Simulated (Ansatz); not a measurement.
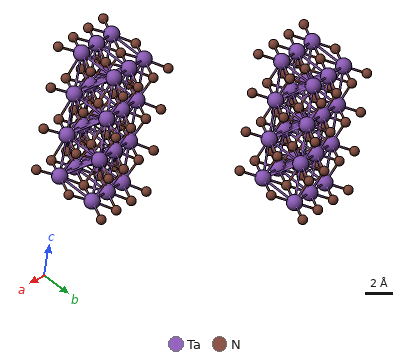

Two geometries of solid TaN (set up in P1), drawn at one scale. One is the start of a relaxation, the other its converged end. Style: ball-and-stick. Shown: the cell of the calculation, reduced to other axes, repeated 3 × 2 × 3 with one cell outlined, slightly off an axis. Lengths and directions refer to the drawn axes.

Method: DFT PBEsol, scalar-relativistic, plane waves, PAW (Ansatz). Set-up: plane-wave cutoff 420 eV; k-point mesh 14 × 14 × 14; occupations gaussian; smearing width 0.15 eV; no spin polarisation; cell and atoms relaxed; force threshold 0.01 eV/Å; at most 80 steps.

Question: Which one is relaxed?

Answer: The right one is the relaxed one. Case: all atoms moved at random, sigma 0.1 Å for each component, cell strained at random, sigma 0.06; relaxed back. The largest moves relative to the cell, 0.057 Å, are those of Ta and N atoms. By element the largest moves are Ta 0.057 Å, N 0.057 Å. Cell: a 3.034 → 3.094 Å (+2.0 %), b 3.168 → 3.094 Å (−2.3 %), c 3.241 → 3.094 Å (−4.5 %), α 118.4° → 120.0°, β 116.9° → 120.0°, γ 91.0° → 90.0°. Volume −10.2 %. Some distances before and after: N–Ta 2.508 → 2.188 Å, Ta–Ta 3.286 → 3.094 Å, N–Ta 2.352 → 2.188 Å, Ta–Ta 3.241 → 3.094 Å. Bond angles that change, for instance: Ta–N–Ta 84.3° → 90.0°, Ta–N–Ta 174.7° → 180.0°, Ta–N–Ta 175.7° → 180.0°. The space group (tolerance 0.01 Å) goes from P1 (No. 1) to Fm-3m (No. 225). Over 5 accepted moves (7 points after the start) the energy falls by 200 meV per atom. Largest force component: 0.59 eV/Å at the start, 0.00032 eV/Å at the end. Pressure: −21.83 GPa at the start and 0.00 GPa at the end. The SCF was repeated twice at an unchanged geometry on a basis and grid sized afresh for the cell, which shifted the energy by 1.5 meV per atom at most.
